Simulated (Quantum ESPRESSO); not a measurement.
## MgS: relaxation of cell and atoms (part 4 of 4)

MgS (Fm-3m, 2 atoms in the cell); Kohn-Sham DFT of a periodic cell, LDA, SSSP 1.3 efficiency PBE, no spin polarisation (Quantum ESPRESSO 7.5); cutoff 857.16 eV, 9×9×9 k-mesh, fermi-dirac of 0.05 eV. The structure derives from an entry of the Crystallography Open Database.

### Log, continued
```
     iteration #  1     ecut=    63.00 Ry     beta= 0.50
     Davidson diagonalization with overlap
     c_bands:  3 eigenvalues not converged
     c_bands:  5 eigenvalues not converged
     c_bands:  5 eigenvalues not converged
     c_bands:  5 eigenvalues not converged
     c_bands:  2 eigenvalues not converged
     c_bands:  4 eigenvalues not converged
     c_bands:  5 eigenvalues not converged
     c_bands:  5 eigenvalues not converged
     c_bands:  1 eigenvalues not converged
     c_bands:  2 eigenvalues not converged
     c_bands:  1 eigenvalues not converged
     c_bands:  4 eigenvalues not converged
     c_bands:  2 eigenvalues not converged
     c_bands:  5 eigenvalues not converged
     c_bands:  4 eigenvalues not converged
     c_bands:  2 eigenvalues not converged
     c_bands:  2 eigenvalues not converged
     c_bands:  3 eigenvalues not converged
     c_bands:  2 eigenvalues not converged
     c_bands:  5 eigenvalues not converged
     c_bands:  4 eigenvalues not converged
     c_bands:  1 eigenvalues not converged
     c_bands:  1 eigenvalues not converged
     c_bands:  4 eigenvalues not converged
     c_bands:  2 eigenvalues not converged
     c_bands:  5 eigenvalues not converged
     c_bands:  2 eigenvalues not converged
     c_bands:  2 eigenvalues not converged
     c_bands:  2 eigenvalues not converged
     c_bands:  3 eigenvalues not converged
     c_bands:  3 eigenvalues not converged
     c_bands:  2 eigenvalues not converged
     c_bands:  3 eigenvalues not converged
     ethr =  1.00E-06,  avg # of iterations = 20.3

     total energy              =     -56.15530894 Ry
     estimated scf accuracy    <       0.07039001 Ry

     iteration #  2     ecut=    63.00 Ry     beta= 0.50
     Davidson diagonalization with overlap
     ethr =  8.80E-04,  avg # of iterations =  1.9

     total energy              =     -56.16723345 Ry
     estimated scf accuracy    <       0.00266375 Ry

     iteration #  3     ecut=    63.00 Ry     beta= 0.50
     Davidson diagonalization with overlap
     ethr =  3.33E-05,  avg # of iterations =  2.1

     total energy              =     -56.16724877 Ry
     estimated scf accuracy    <       0.00060585 Ry

     iteration #  4     ecut=    63.00 Ry     beta= 0.50
     Davidson diagonalization with overlap
     ethr =  7.57E-06,  avg # of iterations =  2.5

     total energy              =     -56.16727222 Ry
     estimated scf accuracy    <       0.00000136 Ry

     iteration #  5     ecut=    63.00 Ry     beta= 0.50
     Davidson diagonalization with overlap
     ethr =  1.70E-08,  avg # of iterations =  9.5

     total energy              =     -56.16728550 Ry
     estimated scf accuracy    <       0.00000040 Ry

     iteration #  6     ecut=    63.00 Ry     beta= 0.50
     Davidson diagonalization with overlap
     ethr =  5.02E-09,  avg # of iterations =  2.5

     total energy              =     -56.16728560 Ry
     estimated scf accuracy    <       0.00000003 Ry

     iteration #  7     ecut=    63.00 Ry     beta= 0.50
     Davidson diagonalization with overlap
     ethr =  4.25E-10,  avg # of iterations =  3.1

     total energy              =     -56.16728563 Ry
     estimated scf accuracy    <          2.7E-09 Ry

     iteration #  8     ecut=    63.00 Ry     beta= 0.50
     Davidson diagonalization with overlap
     ethr =  3.36E-11,  avg # of iterations =  2.6

     total energy              =     -56.16728563 Ry
     estimated scf accuracy    <          4.3E-10 Ry

     iteration #  9     ecut=    63.00 Ry     beta= 0.50
     Davidson diagonalization with overlap
     ethr =  5.37E-12,  avg # of iterations =  3.1

     End of self-consistent calculation

          k = 0.0000 0.0000 0.0000 (  1917 PWs)   bands (ev):

    -7.5657   5.5202   5.5202   5.5202   9.4169  13.2837  13.2837  13.2837
    15.7909

          k = 0.0801 0.0801-0.0801 (  1892 PWs)   bands (ev):

    -7.4322   4.5879   5.4285   5.4285  10.1049  13.0275  13.5170  13.5170
    15.2290

          k = 0.1602 0.1602-0.1602 (  1901 PWs)   bands (ev):

    -7.0591   2.9069   5.2175   5.2175  10.5131  13.3697  13.3697  13.6187
    15.4213

          k = 0.2403 0.2403-0.2403 (  1898 PWs)   bands (ev):

    -6.5495   1.3617   5.0064   5.0064  10.2003  12.7139  12.7139  15.2009
    16.9918

          k = 0.3204 0.3204-0.3204 (  1895 PWs)   bands (ev):

    -6.1381   0.3992   4.8818   4.8818   9.9585  12.3211  12.3211  15.9606
    17.6148

          k = 0.1602 0.0000-0.0000 (  1900 PWs)   bands (ev):

    -7.3881   4.6295   5.2234   5.2234  10.4122  12.4490  13.8728  13.8728
    14.2193

          k = 0.2403 0.0801-0.0801 (  1905 PWs)   bands (ev):

    -7.0958   3.3699   4.9456   5.0302  11.0433  12.2511  13.0836  14.1718
    14.9337

          k = 0.3204 0.1602-0.1602 (  1902 PWs)   bands (ev):

    -6.6286   1.8770   4.7200   4.7323  10.7959  12.2706  13.5151  13.5888
    16.5095

          k = 0.4004 0.2403-0.2403 (  1900 PWs)   bands (ev):

    -6.1681   0.7541   4.3981   4.6606  10.5493  11.8374  12.9626  15.2760
    17.3772

          k =-0.2403-0.4004 0.4004 (  1901 PWs)   bands (ev):

    -6.0150   0.4304   4.1966   4.7489  10.5481  11.8006  12.6434  16.2267
    17.7273

          k =-0.1602-0.3204 0.3204 (  1902 PWs)   bands (ev):

    -6.3048   1.0645   4.1855   4.9674  10.7726  12.1789  12.7124  15.1258
    16.6885

          k =-0.0801-0.2403 0.2403 (  1898 PWs)   bands (ev):

    -6.7968   2.3440   4.4008   5.2373  11.1176  12.8492  13.1930  13.4782
    14.9461

          k =-0.0000-0.1602 0.1602 (  1899 PWs)   bands (ev):

    -7.2188   3.7320   4.8776   5.4320  10.8608  12.6210  13.7248  13.8174
    14.1086

          k = 0.3204 0.0000-0.0000 (  1904 PWs)   bands (ev):

    -6.8976   3.1379   4.5990   4.5990  10.8869  11.1424  13.5037  15.2973
    15.2973

          k = 0.4004 0.0801-0.0801 (  1903 PWs)   bands (ev):

    -6.5152   2.1986   4.1729   4.3410  10.3157  11.1278  13.7949  15.1592
    16.7119

          k = 0.4805 0.1602-0.1602 (  1895 PWs)   bands (ev):

    -6.0846   1.2848   3.5507   4.2572  10.0218  11.9914  13.9580  14.3868
    18.1946

          k =-0.1602-0.4805 0.4805 (  1893 PWs)   bands (ev):

    -5.8449   0.8540   3.0473   4.3695  10.1429  12.5497  13.7763  14.8881
    18.1945

          k =-0.0801-0.4004 0.4004 (  1898 PWs)   bands (ev):

    -5.9815   1.1240   2.8925   4.6463  10.6723  12.7506  13.4334  14.6960
    16.9082

          k =-0.0000-0.3204 0.3204 (  1903 PWs)   bands (ev):

    -6.3819   1.7716   3.3374   4.9918  11.4700  13.0358  13.0372  13.2990
    15.3966

          k = 0.4805-0.0000 0.0000 (  1900 PWs)   bands (ev):

    -6.2415   1.8381   4.0279   4.0279   9.3096  10.1518  15.5515  17.0377
    17.0377

          k = 0.5606 0.0801-0.0801 (  1907 PWs)   bands (ev):

    -5.9105   1.3563   3.4386   3.8965   9.0216  10.3831  15.8359  16.3077
    18.4375

          k =-0.0801-0.5606 0.5606 (  1889 PWs)   bands (ev):

    -5.6919   1.2769   2.4537   3.9802   9.2238  11.7400  15.3542  15.5906
    18.2271

          k =-0.0000-0.4805 0.4805 (  1896 PWs)   bands (ev):

    -5.7256   1.5543   1.8630   4.2585   9.7922  13.3179  14.4131  14.8521
    17.4133

          k = 0.6407 0.0000-0.0000 (  1896 PWs)   bands (ev):

    -5.7252   1.0399   3.7070   3.7070   8.2981   9.6378  17.5387  18.2002
    18.7672

          k =-0.0000-0.6407 0.6407 (  1888 PWs)   bands (ev):

    -5.6361   1.0353   3.1509   3.7372   8.5395  10.1359  16.9882  17.2755
    18.7495

          k = 0.3204 0.1602 0.0000 (  1902 PWs)   bands (ev):

    -6.7556   2.5622   4.1699   4.9278  11.4963  11.8682  12.5856  14.6251
    15.1649

          k = 0.4004 0.2403-0.0801 (  1895 PWs)   bands (ev):

    -6.3004   1.5479   3.6298   4.6464  11.2225  11.8836  13.0533  14.2993
    16.5991

          k =-0.2403-0.4004 0.5606 (  1892 PWs)   bands (ev):

    -5.9443   0.8145   3.4200   4.4091  11.1170  11.4329  13.6148  15.0169
    17.9511

          k = 0.4805 0.1602 0.0000 (  1902 PWs)   bands (ev):

    -6.1508   1.6689   3.5379   4.0638  10.0533  11.0475  13.9171  16.0048
    17.0727

          k =-0.1602-0.4805 0.6407 (  1895 PWs)   bands (ev):

    -5.8201   1.2957   2.8485   3.8103  10.1435  12.0126  13.5892  15.6098
    18.1752

          k =-0.0801-0.4004 0.5606 (  1883 PWs)   bands (ev):

    -5.7253   1.2777   2.3687   3.9045  10.4594  12.5774  14.2486  14.5172
    17.7684

          k = 0.0000-0.3204 0.4805 (  1886 PWs)   bands (ev):

    -5.9349   1.4134   2.6243   4.2576  11.0128  12.4660  13.0468  14.9393
    17.1908

          k =-0.0801-0.5606 0.7208 (  1899 PWs)   bands (ev):

    -5.6922   1.2001   3.1871   3.4135   9.1631  10.5970  15.5153  16.8084
    18.9226

          k =-0.0000-0.4805 0.6407 (  1885 PWs)   bands (ev):

    -5.6182   1.4538   2.2861   3.4872   9.7535  11.8957  14.7401  15.3763
    18.8047

          k =-0.0801-0.4004 0.7208 (  1888 PWs)   bands (ev):

    -5.6347   1.6331   2.2362   3.1845  10.7233  12.8027  13.1742  14.6759
    19.3475

     the Fermi energy is     6.7632 ev

!    total energy              =     -56.16728563 Ry
     estimated scf accuracy    <          2.3E-13 Ry
     smearing contrib. (-TS)   =      -0.00000000 Ry
     internal energy E=F+TS    =     -56.16728563 Ry

     The total energy is F=E-TS. E is the sum of the following terms:
     one-electron contribution =       2.38910488 Ry
     hartree contribution      =       2.93922317 Ry
     xc contribution           =     -10.11819269 Ry
     ewald contribution        =     -21.72361916 Ry
     one-center paw contrib.   =     -29.65380184 Ry

     convergence has been achieved in   9 iterations

     Forces acting on atoms (cartesian axes, Ry/au):

     atom    1 type  1   force =     0.00000000    0.00000000   -0.00000000
     atom    2 type  2   force =     0.00000000    0.00000000   -0.00000000

     Total force =     0.000000     Total SCF correction =     0.000000

     Computing stress (Cartesian axis) and pressure

          total   stress  (Ry/bohr**3)                   (kbar)     P=       19.86
   0.00013504   0.00000000   0.00000000           19.86        0.00        0.00
   0.00000000   0.00013504  -0.00000000            0.00       19.86       -0.00
   0.00000000   0.00000000   0.00013504            0.00        0.00       19.86

=------------------------------------------------------------------------------=
   JOB DONE.
=------------------------------------------------------------------------------=
```

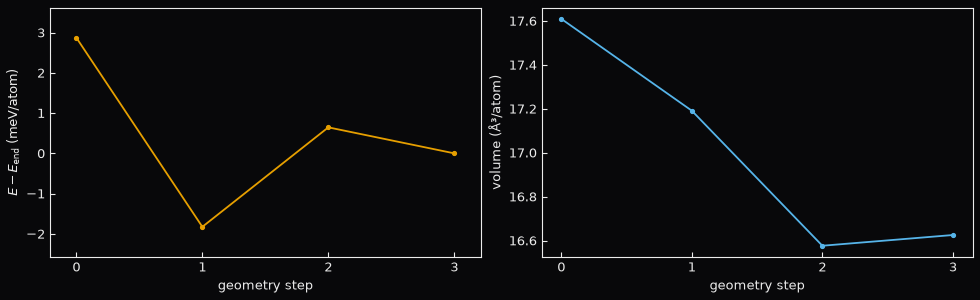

Figure 1. Progress of the relaxation, step by step (steps are counted from 0).

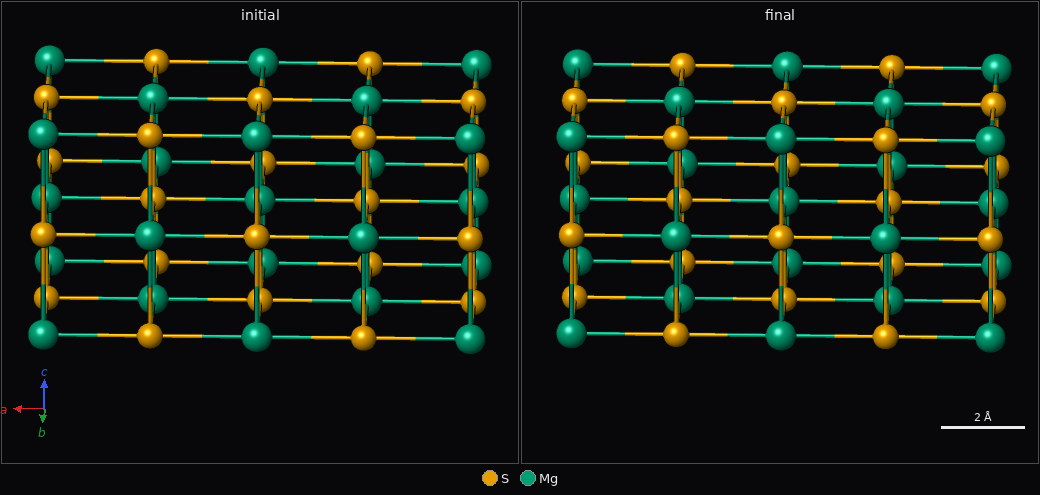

Figure 2. Before (left) and after (right) the relaxation, at one scale (ball-and-stick view of the cell 4 times as large as that of the calculation, set on its symmetry axes, repeated 2 × 1 × 1, seen at an oblique angle). After 3 geometry steps the energy has fallen by 2.9 meV per atom. All forces vanish by symmetry, so only the cell relaxes. No atom moves by more than 0.005 Å relative to the cell. The volume changes by −5.6 %, with a = b = c 5.203 → 5.104 Å (−1.9 %). Distances before and after: S1–Mg2 2.602 → 2.552 Å. The space group stays Fm-3m (No. 225). (Atoms are counted from 1 in the order of the input.)

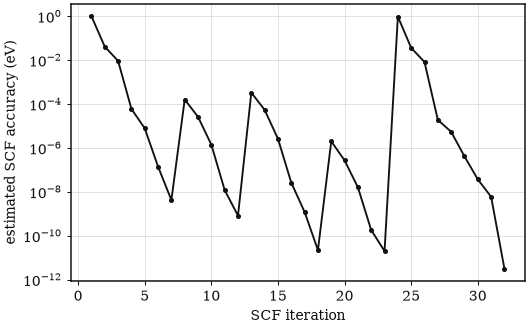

Figure 3. Convergence of the self-consistent field: estimated SCF accuracy against the iteration. The field takes 32 iterations in all.

The run was set up as follows.

### The input
```
&CONTROL
  calculation = 'vc-relax'
  prefix = 'pwscf'
  outdir = './tmp'
  pseudo_dir = './pseudo'
  tprnfor = .true.
  tstress = .true.
  disk_io = 'low'
  nstep = 40
  forc_conv_thr = 0.0004
  etot_conv_thr = 1d-05
/
&SYSTEM
  ibrav = 0
  nat = 2
  ntyp = 2
  ecutwfc = 63
  ecutrho = 506
  nbnd = 9
  input_dft = 'pz'
  occupations = 'smearing'
  smearing = 'fd'
  degauss = 0.00367493
/
&ELECTRONS
  conv_thr = 4d-10
  electron_maxstep = 120
  mixing_beta = 0.5
/
&IONS
  ion_dynamics = 'bfgs'
/
&CELL
  cell_dynamics = 'bfgs'
  press = 20
  press_conv_thr = 0.3
/
ATOMIC_SPECIES
S     32.0600 s_pbe_v1.4.uspp.F.UPF
Mg    24.3050 Mg.pbe-n-kjpaw_psl.0.3.0.UPF
CELL_PARAMETERS bohr
   0.0000000000    4.9164059721    4.9164059721
   4.9164059721    0.0000000000    4.9164059721
   4.9164059721    4.9164059721    0.0000000000
ATOMIC_POSITIONS bohr
S      4.9164059721    4.9164059721    4.9164059721
Mg     0.0000000000    0.0000000000    0.0000000000
K_POINTS automatic
9 9 9 0 0 0
```

Launched with:
```bash
OMP_NUM_THREADS=1 pw.x -in pw.in > pw.out
```

### Summary

```json
{"quantity": "outcome", "value": "converged"}
{"quantity": "space group (tolerance 0.01 Å)", "value": "Fm-3m (225)"}
{"quantity": "electrons treated", "value": "8"}
{"quantity": "free energy", "value": "−764.1949 eV"}
{"quantity": "Fermi energy", "value": "6.763 eV"}
{"quantity": "gap on the k-point mesh", "value": "2.78 eV"}
{"quantity": "pressure", "value": "1.99 GPa"}
{"quantity": "final volume", "value": "33.25 Å³"}
{"quantity": "largest force (length of the vector) at the end", "value": "under 0.001 eV/Å"}
{"quantity": "final cell", "value": "a = 3.609 Å, b = 3.609 Å, c = 3.609 Å, α = 60.00°, β = 60.00°, γ = 60.00°"}
{"quantity": "hardware", "value": "1 thread of Intel Xeon @ 2.80GHz (Skylake/Cascade Lake), 24 GiB of memory available, shared host"}
{"quantity": "wall time", "value": "50 s"}
{"quantity": "peak memory", "value": "0.22 GiB"}
```

### Remarks

Further notes kept with the run: potentials made for another functional. Points of doubt noted for this run: potentials made for another functional.
